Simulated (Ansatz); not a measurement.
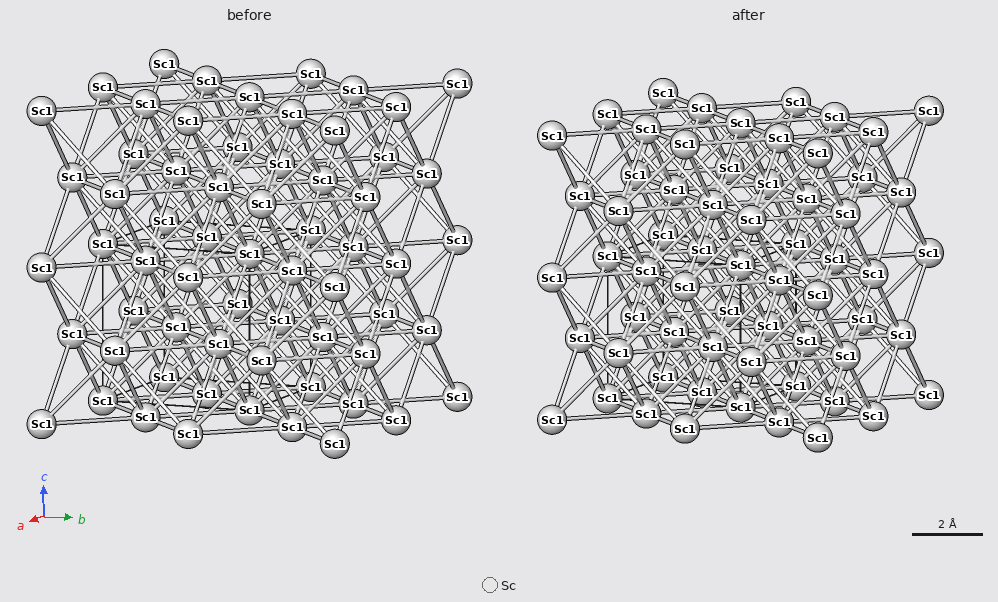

Left: a crystal of Sc. Right: the same structure after one change, at the same scale. A ball-and-stick model of the conventional cell (4 times the calculation's cell), repeated 2 × 2 × 2 with one cell outlined, seen slightly off an axis. Lengths and directions refer to the drawn axes.

Computed with DFT PBEsol, scalar-relativistic, plane waves, PAW (Ansatz). (plane-wave cutoff 420 eV; occupations gaussian; smearing width 0.1 eV; no spin polarisation) The k-mesh is chosen for each cell (16×16×16, 18×18×18).

The crystal is put under a hydrostatic pressure of 25 GPa. Cell and atoms are relaxed at that pressure.

**How do the computed properties respond?**

The energy rises by 381 meV per atom. (The two runs use different k-meshes.) Pressure: 0.0 GPa before, 25.0 GPa after. The volume changes by −25.5 %, with a = b 4.554 → 4.127 Å (−9.4 %), c 4.548 → 4.126 Å (−9.3 %). No atom moves by more than 0.005 Å relative to the cell. Among the bonded contacts that change: Sc–Sc 3.219 → 2.918 Å. The space group stays Fm-3m (No. 225).
